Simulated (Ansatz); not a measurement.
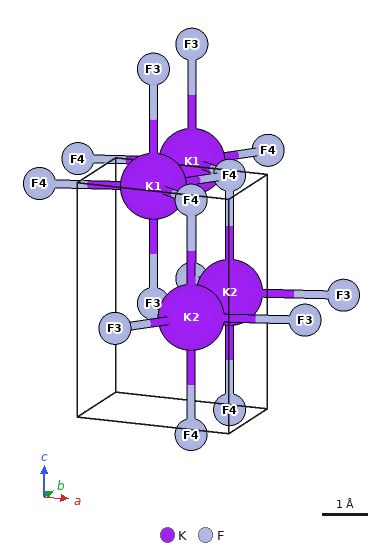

The starting point is crystalline KF (built on the wurtzite type) at its r2SCAN-relaxed geometry. The picture is a ball-and-stick view of the cell of the calculation, repeated 1 × 2 × 1 with one cell outlined, seen slightly off an axis.

All numbers below come from DFT, PBE, plane waves, PAW in Ansatz. Settings: plane-wave cutoff 420 eV; k-point mesh 6 × 6 × 6; occupations fermi dirac; smearing width 0.02 eV; no spin polarisation.

Change: The cell is strained by +0.5 % along c and −1.0 % across it (volume −1.5 %). The atoms and the free axis were relaxed with r2SCAN under that strain, and this is a single point on that geometry.

> What does the calculation give for the changed structure?

It costs 3.0 meV per atom. The pressure goes from 1.2 to 1.7 GPa. The principal stresses (compression positive) are 1.5 GPa along c and 1.8 GPa across it. All forces vanish by symmetry. Among the bonded contacts that change: F–K 2.589 → 2.564 Å, F–K 2.636 → 2.648 Å. The space group stays P6_3/mmc (No. 194).
